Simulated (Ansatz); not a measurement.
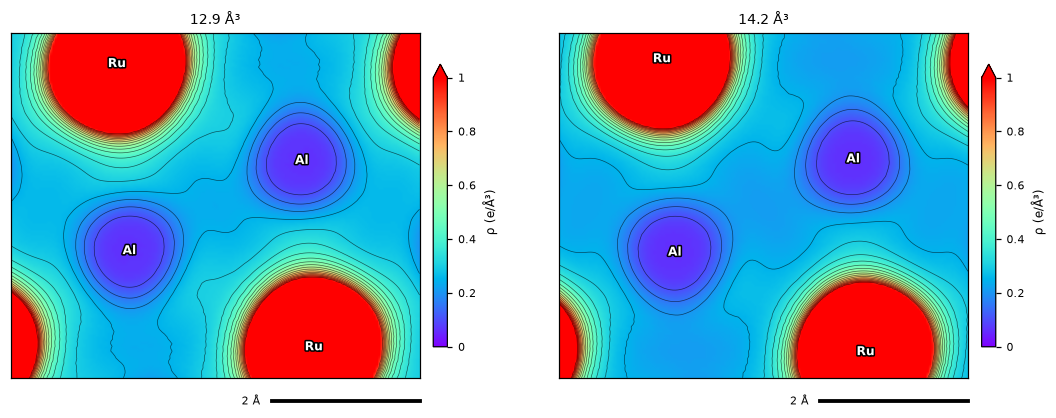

Al₂Ru. The valence pseudo-density of cells scaled evenly to different volumes (given per atom above each panel), on the (11̄0) plane of each (indices in the axes of the cell below), at one length scale and on one colour scale.

A structure from a database of computed crystals, not necessarily the ambient phase.

Level of theory: Kohn-Sham DFT of a periodic cell, PBEsol, Ansatz PAW in Ansatz 0.2.0.

In a PAW calculation such maps are meaningful between the atoms, not at the nuclei.

The largest cell:

```
Ru Al
1.0
    -1.58096    1.58096    4.27736
     1.58096   -1.58096    4.27736
     1.58096    1.58096   -4.27736
Ru Al
1 2
Direct
  0.00000 0.00000 0.00000
  0.34080 0.34080 0.00000
  0.65920 0.65920 0.00000
```

| volume (Å³/atom) | Al–Ru contact in the plane (Å) | ρ at its midpoint (e/Å³) | pressure (GPa) | 
| --- | --- | --- | --- |
| 12.88 | 2.531 | 0.406 | 12.4 | 
| 13.98 | 2.601 | ? | ? | 
| 14.25 | 2.618 | 0.354 | −6.9 | 

### What values belong in the row with question marks?

Over the known rows ln ρ falls by 1.58 per Å of Al–Ru distance (the line through the two), which gives 0.364 e/Å³ at 2.601 Å; the calculation gives 0.363 e/Å³. For the pressure, a straight line in volume between the neighbouring rows gives −3.1 GPa; the calculation gives −3.9, lower because pressure rises ever faster on compression.
